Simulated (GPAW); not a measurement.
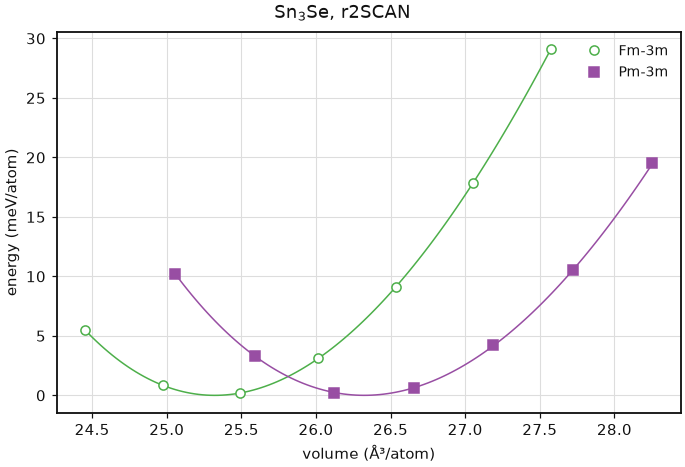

Plotted: energy against volume, with one curve for each structure, for Sn₃Se. Each energy curve has its own zero, so the curves don't rank the structures.

How it was computed, with GPAW 26.7.0: PAW DFT in plane waves, on a grid or in atomic orbitals, no spin polarisation; energies at scaled volumes of the given cell, shape and fractions fixed, counted from the fit's minimum, third-order Birch-Murnaghan fit. Level: r2SCAN.

```csv
setting,value
k mesh,6×6×6
occupations,Fermi–Dirac
smearing width,0.05 eV
potentials,GPAW PAW data sets (gpaw data 1.2.1)
wave cutoff,600 eV
```

Question: Order the curves by fitted equilibrium volume, smallest first.

Answer: Fm-3m 25.321, Pm-3m 26.323 Å³/atom.

Question: Order the curves by fitted bulk modulus, smallest first.

Answer: Pm-3m 49.5, Fm-3m 55.1 GPa.
